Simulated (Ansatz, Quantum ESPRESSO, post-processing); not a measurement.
# Ballistic transmission: vacuum gap of 5.0 Å between two Co(111) faces, part 2 of 4

Wanted: the transmission near the Fermi level and the conductance of this junction: vacuum gap of 5.0 Å between two Co(111) faces.

Quantum ESPRESSO 7.5; plane-wave DFT, PBEsol, GBRV ultrasoft pseudopotentials; cross-check by Ansatz 0.2.0 with PAW datasets.

So far. Step 2 (Ground state): The run needed 19 iterations to bring the estimated error under 1e-07 Ry; the largest force on any atom, held or free, is 0.64 eV/Å. The cell keeps a moment of 20.0 μB.

## (3) The open system, spin up

Level of this step: transmission by pwcond, lead and junction from one cell; plane-wave DFT, PBEsol, GBRV ultrasoft pseudopotentials (Quantum ESPRESSO).

prefixt takes both regions from one run: the lead from 0 to bdl, the scattering region from bdl to bds (units of alat). ikind = 1 puts the same lead on both sides. The program's T_tot counts both spins in a run without spin; the tables below give T per spin.

The input, cond_up.in:

```
&inputcond
  outdir = './out'
  prefixt = 'scf'
  tran_file = 'cond_up.dat'
  bdl = 2.4494897417
  bds = 10.9902884719
  ikind = 1
  ewind = 4.0
  epsproj = 1e-05
  nz1 = 7
  iofspin = 1
  energy0 = 0.4
  denergy = -0.4
/
10
  0.00000000 0.00000000 0.01562500
  0.00000000 0.12500000 0.09375000
  0.00000000 0.25000000 0.09375000
  0.00000000 0.37500000 0.09375000
  0.00000000 0.50000000 0.04687500
  0.12500000 0.25000000 0.09375000
  0.12500000 0.37500000 0.18750000
  0.12500000 0.50000000 0.18750000
  0.25000000 0.50000000 0.09375000
  0.25000000 0.62500000 0.09375000
3
```

The run is started by

```bash
$ OMP_NUM_THREADS=1 mpirun -n 4 pwcond.x -in cond_up.in > cond_up.out
```

The program printed:

```text
[banner, memory and clock lines left out]
Program PWCOND v.7.5 starts

          URL

     ./out/scf.save/

     IMPORTANT: XC functional enforced from input :
     Exchange-correlation= PBESOL
                           (   1   4  10   8   0   0   0)
     Any further DFT definition will be discarded
     Please, verify this is what you really want

     Check: negative core charge=   -0.000058
     Reading collected, re-writing distributed wavefunctions

===== INPUT FILE containing all the regions =====

     GEOMETRY:

     lattice parameter (alat)  =       4.7036  a.u.
     the volume                =     990.4198 (a.u.)^3
     the cross section         =      19.1595 (a.u.)^2
     l of the unit cell        =      10.9903 (alat)
     number of atoms/cell      =           12
     number of atomic types    =            1

     crystal axes: (cart. coord. in units of alat)
               a(1) = (  1.0000  0.0000  0.0000 )
               a(2) = (  0.5000  0.8660  0.0000 )
               a(3) = (  0.0000  0.0000 10.9903 )

   Cartesian axes

     site n.     atom                  positions (alat units)
          1        Co     tau(  1)=(  0.0000  0.0000 10.9903  )
          2        Co     tau(  2)=(  0.5000  0.2887  0.8165  )
          3        Co     tau(  3)=(  1.0000  0.5774  1.6330  )
          4        Co     tau(  4)=(  0.0000  0.0000  2.4495  )
          5        Co     tau(  5)=(  0.5000  0.2887  3.2660  )
          6        Co     tau(  6)=(  1.0000  0.5774  4.0825  )
          7        Co     tau(  7)=(  0.0000  0.0000  6.0913  )
          8        Co     tau(  8)=(  0.5000  0.2887  6.9078  )
          9        Co     tau(  9)=(  1.0000  0.5774  7.7243  )
         10        Co     tau( 10)=(  0.0000  0.0000  8.5408  )
         11        Co     tau( 11)=(  0.5000  0.2887  9.3573  )
         12        Co     tau( 12)=(  1.0000  0.5774 10.1738  )

     nr1s                      =           20
     nr2s                      =           20
     nr3s                      =          216
     nr1sx                     =           20
     nr2sx                     =           20
     nr3sx                     =          216
     nr1                       =           24
     nr2                       =           24
     nr3                       =          240
     nr1x                      =           24
     nr2x                      =           24
     nr3x                      =          240

 _______________________________
  Radii of nonlocal spheres:

     type       ibeta     ang. mom.          radius (alat units)
       Co         1         0                    0.3334
       Co         2         0                    0.3334
       Co         3         1                    0.3334
       Co         4         1                    0.3334
       Co         5         2                    0.3334
       Co         6         2                    0.3334
----- General information -----

--- T calc. with identical leads (ikind=1) ---

         LSDA calculations, spin index =     1

     nrx                       =           20
     nry                       =           20
     nz1                       =            7

     energy0               =         4.0E-01
     denergy               =        -4.0E-01
     nenergy               =          3
     ecut2d                =         4.0E+01
     ewind                 =         4.0E+00
     epsproj               =         1.0E-05

     number of k_|| points=   10
                       cryst. coord.
        k(    1) = (   0.0000000   0.0000000), wk =   0.0156250
        k(    2) = (   0.0000000   0.1250000), wk =   0.0937500
        k(    3) = (   0.0000000   0.2500000), wk =   0.0937500
        k(    4) = (   0.0000000   0.3750000), wk =   0.0937500
        k(    5) = (   0.0000000   0.5000000), wk =   0.0468750
        k(    6) = (   0.1250000   0.2500000), wk =   0.0937500
        k(    7) = (   0.1250000   0.3750000), wk =   0.1875000
        k(    8) = (   0.1250000   0.5000000), wk =   0.1875000
        k(    9) = (   0.2500000   0.5000000), wk =   0.0937500
        k(   10) = (   0.2500000   0.6250000), wk =   0.0937500
----- Information about left/right lead -----

     nocros                   =           18
     noins                    =           36
     norb                     =           72
     norbf                    =          180
     nrz                      =           48

      iorb      type   ibeta   ang. mom.   m       position (alat)
        1        1       1        0        1   taunew(   1)=(  0.0000  0.0000  0.0000)
        2        1       2        0        1   taunew(   2)=(  0.0000  0.0000  0.0000)
        3        1       3        1        1   taunew(   3)=(  0.0000  0.0000  0.0000)
        4        1       3        1        2   taunew(   4)=(  0.0000  0.0000  0.0000)
        5        1       3        1        3   taunew(   5)=(  0.0000  0.0000  0.0000)
        6        1       4        1        1   taunew(   6)=(  0.0000  0.0000  0.0000)
        7        1       4        1        2   taunew(   7)=(  0.0000  0.0000  0.0000)
        8        1       4        1        3   taunew(   8)=(  0.0000  0.0000  0.0000)
        9        1       5        2        1   taunew(   9)=(  0.0000  0.0000  0.0000)
       10        1       5        2        2   taunew(  10)=(  0.0000  0.0000  0.0000)
       11        1       5        2        3   taunew(  11)=(  0.0000  0.0000  0.0000)
       12        1       5        2        4   taunew(  12)=(  0.0000  0.0000  0.0000)
       13        1       5        2        5   taunew(  13)=(  0.0000  0.0000  0.0000)
       14        1       6        2        1   taunew(  14)=(  0.0000  0.0000  0.0000)
       15        1       6        2        2   taunew(  15)=(  0.0000  0.0000  0.0000)
       16        1       6        2        3   taunew(  16)=(  0.0000  0.0000  0.0000)
       17        1       6        2        4   taunew(  17)=(  0.0000  0.0000  0.0000)
       18        1       6        2        5   taunew(  18)=(  0.0000  0.0000  0.0000)
       19        1       1        0        1   taunew(  19)=(  0.5000  0.2887  0.8165)
       20        1       2        0        1   taunew(  20)=(  0.5000  0.2887  0.8165)
       21        1       3        1        1   taunew(  21)=(  0.5000  0.2887  0.8165)
       22        1       3        1        2   taunew(  22)=(  0.5000  0.2887  0.8165)
       23        1       3        1        3   taunew(  23)=(  0.5000  0.2887  0.8165)
       24        1       4        1        1   taunew(  24)=(  0.5000  0.2887  0.8165)
       25        1       4        1        2   taunew(  25)=(  0.5000  0.2887  0.8165)
       26        1       4        1        3   taunew(  26)=(  0.5000  0.2887  0.8165)
[...]
116        1       4        1        3   taunew( 116)=(  0.0000  0.0000  6.0913)
      117        1       5        2        1   taunew( 117)=(  0.0000  0.0000  6.0913)
      118        1       5        2        2   taunew( 118)=(  0.0000  0.0000  6.0913)
      119        1       5        2        3   taunew( 119)=(  0.0000  0.0000  6.0913)
      120        1       5        2        4   taunew( 120)=(  0.0000  0.0000  6.0913)
      121        1       5        2        5   taunew( 121)=(  0.0000  0.0000  6.0913)
      122        1       6        2        1   taunew( 122)=(  0.0000  0.0000  6.0913)
      123        1       6        2        2   taunew( 123)=(  0.0000  0.0000  6.0913)
      124        1       6        2        3   taunew( 124)=(  0.0000  0.0000  6.0913)
      125        1       6        2        4   taunew( 125)=(  0.0000  0.0000  6.0913)
      126        1       6        2        5   taunew( 126)=(  0.0000  0.0000  6.0913)
      127        1       1        0        1   taunew( 127)=(  0.5000  0.2887  6.9078)
      128        1       2        0        1   taunew( 128)=(  0.5000  0.2887  6.9078)
      129        1       3        1        1   taunew( 129)=(  0.5000  0.2887  6.9078)
      130        1       3        1        2   taunew( 130)=(  0.5000  0.2887  6.9078)
      131        1       3        1        3   taunew( 131)=(  0.5000  0.2887  6.9078)
      132        1       4        1        1   taunew( 132)=(  0.5000  0.2887  6.9078)
      133        1       4        1        2   taunew( 133)=(  0.5000  0.2887  6.9078)
      134        1       4        1        3   taunew( 134)=(  0.5000  0.2887  6.9078)
      135        1       5        2        1   taunew( 135)=(  0.5000  0.2887  6.9078)
      136        1       5        2        2   taunew( 136)=(  0.5000  0.2887  6.9078)
      137        1       5        2        3   taunew( 137)=(  0.5000  0.2887  6.9078)
      138        1       5        2        4   taunew( 138)=(  0.5000  0.2887  6.9078)
      139        1       5        2        5   taunew( 139)=(  0.5000  0.2887  6.9078)
      140        1       6        2        1   taunew( 140)=(  0.5000  0.2887  6.9078)
      141        1       6        2        2   taunew( 141)=(  0.5000  0.2887  6.9078)
      142        1       6        2        3   taunew( 142)=(  0.5000  0.2887  6.9078)
      143        1       6        2        4   taunew( 143)=(  0.5000  0.2887  6.9078)
      144        1       6        2        5   taunew( 144)=(  0.5000  0.2887  6.9078)
      145        1       1        0        1   taunew( 145)=(  1.0000  0.5774  7.7243)
      146        1       2        0        1   taunew( 146)=(  1.0000  0.5774  7.7243)
      147        1       3        1        1   taunew( 147)=(  1.0000  0.5774  7.7243)
      148        1       3        1        2   taunew( 148)=(  1.0000  0.5774  7.7243)
      149        1       3        1        3   taunew( 149)=(  1.0000  0.5774  7.7243)
      150        1       4        1        1   taunew( 150)=(  1.0000  0.5774  7.7243)
      151        1       4        1        2   taunew( 151)=(  1.0000  0.5774  7.7243)
      152        1       4        1        3   taunew( 152)=(  1.0000  0.5774  7.7243)
      153        1       5        2        1   taunew( 153)=(  1.0000  0.5774  7.7243)
      154        1       5        2        2   taunew( 154)=(  1.0000  0.5774  7.7243)
      155        1       5        2        3   taunew( 155)=(  1.0000  0.5774  7.7243)
      156        1       5        2        4   taunew( 156)=(  1.0000  0.5774  7.7243)
      157        1       5        2        5   taunew( 157)=(  1.0000  0.5774  7.7243)
      158        1       6        2        1   taunew( 158)=(  1.0000  0.5774  7.7243)
      159        1       6        2        2   taunew( 159)=(  1.0000  0.5774  7.7243)
      160        1       6        2        3   taunew( 160)=(  1.0000  0.5774  7.7243)
      161        1       6        2        4   taunew( 161)=(  1.0000  0.5774  7.7243)
      162        1       6        2        5   taunew( 162)=(  1.0000  0.5774  7.7243)
      163        1       1        0        1   taunew( 163)=(  0.0000  0.0000  8.5408)
      164        1       2        0        1   taunew( 164)=(  0.0000  0.0000  8.5408)
      165        1       3        1        1   taunew( 165)=(  0.0000  0.0000  8.5408)
      166        1       3        1        2   taunew( 166)=(  0.0000  0.0000  8.5408)
      167        1       3        1        3   taunew( 167)=(  0.0000  0.0000  8.5408)
      168        1       4        1        1   taunew( 168)=(  0.0000  0.0000  8.5408)
      169        1       4        1        2   taunew( 169)=(  0.0000  0.0000  8.5408)
      170        1       4        1        3   taunew( 170)=(  0.0000  0.0000  8.5408)
      171        1       5        2        1   taunew( 171)=(  0.0000  0.0000  8.5408)
      172        1       5        2        2   taunew( 172)=(  0.0000  0.0000  8.5408)
      173        1       5        2        3   taunew( 173)=(  0.0000  0.0000  8.5408)
      174        1       5        2        4   taunew( 174)=(  0.0000  0.0000  8.5408)
      175        1       5        2        5   taunew( 175)=(  0.0000  0.0000  8.5408)
      176        1       6        2        1   taunew( 176)=(  0.0000  0.0000  8.5408)
      177        1       6        2        2   taunew( 177)=(  0.0000  0.0000  8.5408)
      178        1       6        2        3   taunew( 178)=(  0.0000  0.0000  8.5408)
      179        1       6        2        4   taunew( 179)=(  0.0000  0.0000  8.5408)
      180        1       6        2        5   taunew( 180)=(  0.0000  0.0000  8.5408)
 ngper, shell number =           61           9
 ngper, n2d =           61          56
---  E-Ef =    0.4000000  k =    0.0000000   0.0000000
---  ie =          1  ik =          1
 Nchannels of the left tip =            0
 Right moving states:
   k1(2pi/a)   k2(2pi/a)   E-Ef (eV)
 Left moving states:
   k1(2pi/a)   k2(2pi/a)   E-Ef (eV)

 to transmit
          E-Ef(ev), T =    0.4000000   0.0000000
---  E-Ef =    0.0000000  k =    0.0000000   0.0000000
---  ie =          2  ik =          1
 Nchannels of the left tip =            0
 Right moving states:
   k1(2pi/a)   k2(2pi/a)   E-Ef (eV)
 Left moving states:
   k1(2pi/a)   k2(2pi/a)   E-Ef (eV)

 to transmit
          E-Ef(ev), T =    0.0000000   0.0000000
---  E-Ef =   -0.4000000  k =    0.0000000   0.0000000
---  ie =          3  ik =          1
 Nchannels of the left tip =            0
 Right moving states:
   k1(2pi/a)   k2(2pi/a)   E-Ef (eV)
 Left moving states:
   k1(2pi/a)   k2(2pi/a)   E-Ef (eV)

 to transmit
          E-Ef(ev), T =   -0.4000000   0.0000000
 ngper, shell number =           60          33
 ngper, n2d =           60          59
[... further energies and points left out ...]
---  E-Ef =    0.4000000  k =    0.2500000   0.6250000
---  ie =          1  ik =         10
 Nchannels of the left tip =            0
 Right moving states:
   k1(2pi/a)   k2(2pi/a)   E-Ef (eV)
 Left moving states:
   k1(2pi/a)   k2(2pi/a)   E-Ef (eV)

 to transmit
          E-Ef(ev), T =    0.4000000   0.0000000
---  E-Ef =    0.0000000  k =    0.2500000   0.6250000
---  ie =          2  ik =         10
 Nchannels of the left tip =            0
 Right moving states:
   k1(2pi/a)   k2(2pi/a)   E-Ef (eV)
 Left moving states:
   k1(2pi/a)   k2(2pi/a)   E-Ef (eV)

 to transmit
          E-Ef(ev), T =    0.0000000   0.0000000
---  E-Ef =   -0.4000000  k =    0.2500000   0.6250000
---  ie =          3  ik =         10
 Nchannels of the left tip =            0
 Right moving states:
   k1(2pi/a)   k2(2pi/a)   E-Ef (eV)
 Left moving states:
   k1(2pi/a)   k2(2pi/a)   E-Ef (eV)

 to transmit
          E-Ef(ev), T =   -0.4000000   0.0000000
   T_tot     0.40000      0.55848E-01
   T_tot     0.00000      0.37603E-01
   T_tot    -0.40000      0.27280E-01

Note: The following floating-point exceptions are signalling: IEEE_UNDERFLOW_FLAG
Note: The following floating-point exceptions are signalling: IEEE_UNDERFLOW_FLAG
Note: The following floating-point exceptions are signalling: IEEE_UNDERFLOW_FLAG
Note: The following floating-point exceptions are signalling: IEEE_UNDERFLOW_FLAG
```

Run time: 20 s. Hardware: 4 MPI ranks of Arm Neoverse V1, shared host; peak memory 0.23 GiB; 79 s of CPU time.

Numbers from this step:

| Quantity | Value |
| --- | --- |
| lead channels, spin up | 0.6094 |
| transmission at the Fermi level, spin up | 0.03760 |

Per spin; mean over the k mesh across the current. The open channels, zone mean, up stays at 0.609 for energy from -0.4 to 0.4 eV.

Per spin; mean over the k mesh across the current. Table of transmission, zone mean, up by energy, zero at the Fermi level:

```tsv
energy (eV)	transmission, zone mean, up
-0.400	0.0273
0.000	0.0376
0.400	0.0558
```

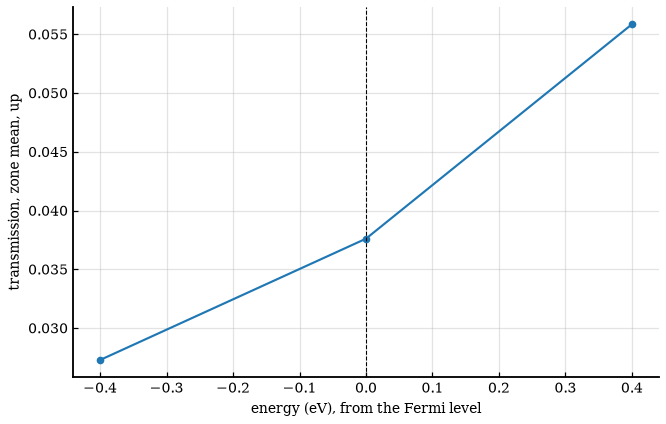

Transmission, zone mean, up, plotted against energy.

At 0.000 eV; k in fractions of b1, b2. Transmission by k point:

```tsv
k1	k2	weight	t_up	channels
0	0	0.01562	0	0
0	0.125	0.09375	0.2437	1
0	0.25	0.09375	0.04548	1
0	0.375	0.09375	0.009197	1
0	0.5	0.04688	6.19e-4	1
0.125	0.25	0.09375	0.06682	1
0.125	0.375	0.1875	0.01779	1
0.125	0.5	0.1875	0	0
0.25	0.5	0.09375	0	0
0.25	0.625	0.09375	0	0
```

At no point does T exceed the number of channels.

## (4) Transmission with pwcond.x, spin down

cond_dn.in is the input of step 3 with these lines changed:

```diff
@@ -3,3 +3,3 @@
   prefixt = 'scf'
-  tran_file = 'cond_up.dat'
+  tran_file = 'cond_dn.dat'
   bdl = 2.4494897417
@@ -10,3 +10,3 @@
   nz1 = 7
-  iofspin = 1
+  iofspin = 2
   energy0 = 0.4
```

The run is started by

```bash
$ OMP_NUM_THREADS=1 mpirun -n 4 pwcond.x -in cond_dn.in > cond_dn.out
```

The program printed:

```text
[banner, memory and clock lines left out]
Program PWCOND v.7.5 starts
[citation notice left out]

[...]
./out/scf.save/

     IMPORTANT: XC functional enforced from input :
     Exchange-correlation= PBESOL
                           (   1   4  10   8   0   0   0)
     Any further DFT definition will be discarded
     Please, verify this is what you really want

     Check: negative core charge=   -0.000058
     Reading collected, re-writing distributed wavefunctions

===== INPUT FILE containing all the regions =====

     GEOMETRY:

[...]
---  E-Ef =   -0.4000000  k =    0.2500000   0.6250000
---  ie =          3  ik =         10
 Nchannels of the left tip =            1
 Right moving states:
   k1(2pi/a)   k2(2pi/a)   E-Ef (eV)
  -0.3560180   0.0000036  -0.4000000
 Left moving states:
   k1(2pi/a)   k2(2pi/a)   E-Ef (eV)
   0.3560155   0.0000036  -0.4000000

 to transmit
 Band j to band i transmissions and reflections:
    j         i     |T_ij|^2    |R_ij|^2

    1 -->     1     0.00000     1.00000
   Total T_j, R_j =    0.00000  1.00000

          E-Ef(ev), T =   -0.4000000   0.0000005
   T_tot     0.40000      0.42275E-01
   T_tot     0.00000      0.43466E-01
   T_tot    -0.40000      0.33500E-01

[...]
```

It took 20 s on 4 MPI ranks; peak memory 0.23 GiB; 80 s of CPU time.

Read from the output:

| Property | Result |
| --- | --- |
| lead channels, spin down | 1.688 |
| transmission at the Fermi level, spin down | 0.04347 |

Per spin; mean over the k mesh across the current. The open channels, zone mean, down by energy, zero at the Fermi level:

```tsv
energy (eV)	open channels, zone mean, down
-0.400	1.22
0.000	1.69
0.400	1.44
```

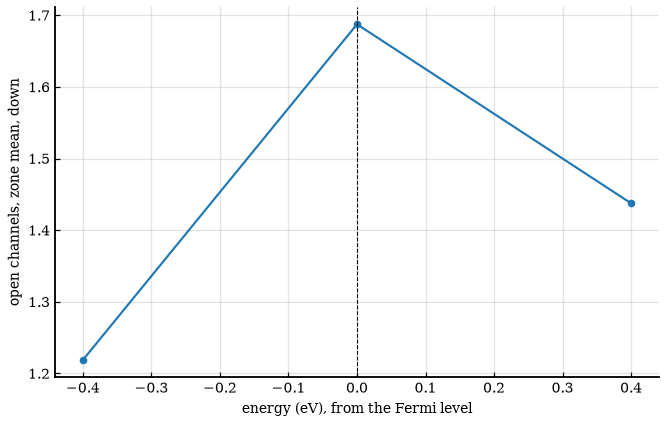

Open channels, zone mean, down, plotted against energy.

Per spin; mean over the k mesh across the current. Transmission, zone mean, down against energy, zero at the Fermi level:

```tsv
energy (eV)	transmission, zone mean, down
-0.400	0.0335
0.000	0.0435
0.400	0.0423
```

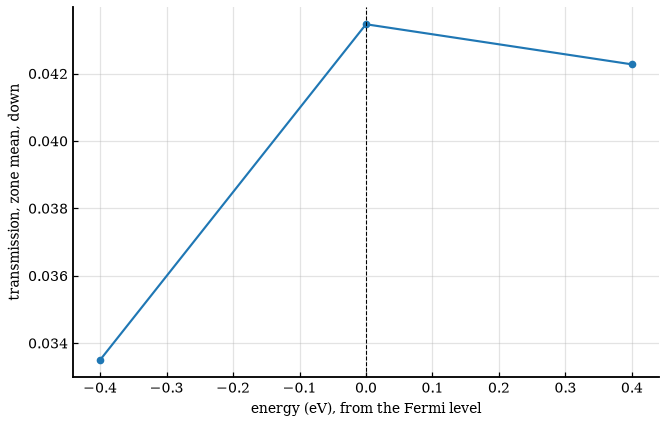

Transmission, zone mean, down against energy.

At 0.000 eV; k in fractions of b1, b2. Transmission by k point:

```tsv
k1	k2	weight	t_dn	channels
0	0	0.01562	0	0
0	0.125	0.09375	0.08048	2
0	0.25	0.09375	0.2254	2
0	0.375	0.09375	0.006931	2
0	0.5	0.04688	1.86e-4	2
0.125	0.25	0.09375	0.04776	3
0.125	0.375	0.1875	0.05112	2
0.125	0.5	0.1875	2.60e-6	1
0.25	0.5	0.09375	5.47e-4	1
0.25	0.625	0.09375	2.08e-4	1
```

## (5) Both spins together

This step gave:

| Item | Value |
| --- | --- |
| conductance | 0.04053 G₀ |
| spin polarisation | -0.07232 |

Per spin; mean over the k mesh across the current. The transmission, zone mean by energy, zero at the Fermi level:

```tsv
energy (eV)	up	down
-0.400	0.0273	0.0335
0.000	0.0376	0.0435
0.400	0.0558	0.0423
```

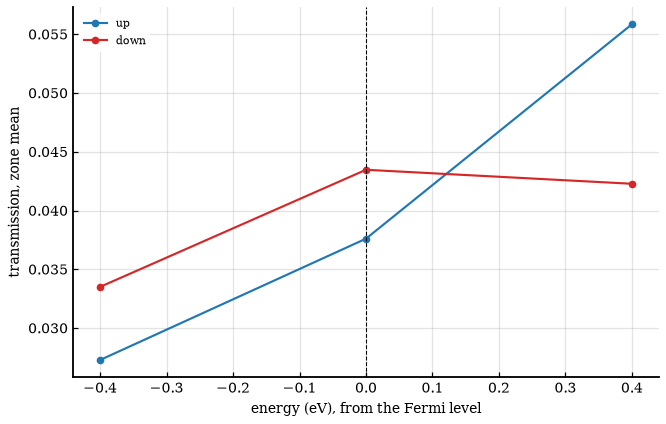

Transmission, zone mean against energy.

(Continued in part 3 of 4.)

[Logs are printed without paths, hosts, clocks, repeated set-up lines and the standing remarks that a program may print on its own settings, such as how far it seeks lower states.]

[Hosts, paths, dates, database ids (printed as entryN), source tags and the programs' standing remarks are cut or masked in the printed files.]

[Maps of the electrostatic potential energy from Ansatz leave out the sawtooth potential of an applied field or a dipole correction, so their vacuum need not be flat; planar profiles and work functions include it.]
